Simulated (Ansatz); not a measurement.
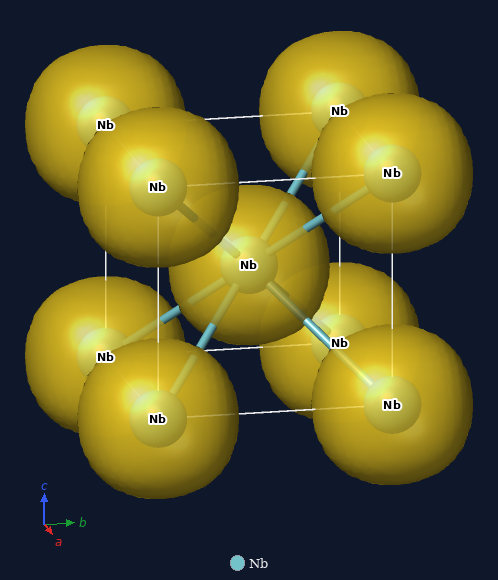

*Nb. Isosurface of the valence pseudo-density at 0.4 e/Å³ (yellow), seen slightly off an axis. Sticks mark near contacts.*

Space group Im-3m; a structure from a database of computed crystals, not necessarily the ambient phase; computed without spin polarisation.

Theory: Ansatz 0.2.0, DFT PBE, scalar-relativistic, plane waves, PAW.

In a PAW calculation such maps are meaningful between the atoms, not at the nuclei.

```
CELL_PARAMETERS angstrom
3.31115 0.00000 0.00000
0.00000 3.31115 0.00000
0.00000 0.00000 3.31115
ATOMIC_POSITIONS crystal
Nb 0.00000 0.00000 0.00000
Nb 0.50000 0.50000 0.50000
```

How is the density connected at this value?

Answer. At this value the density breaks into separate islands; it holds about 75 % of the electrons treated as valence (semicore included). It bridges none of the near contacts. It is pinched off along the shortest Nb–Nb (2.87 Å) contacts. On the grid the lowest density along these lines, outside the cores, is 0.28 e/Å³ (Nb–Nb, 2.87 Å).

Does the calculation make it a metal, or give it a gap?

Answer. It is metallic or semimetallic at this level of theory: no gap opens.
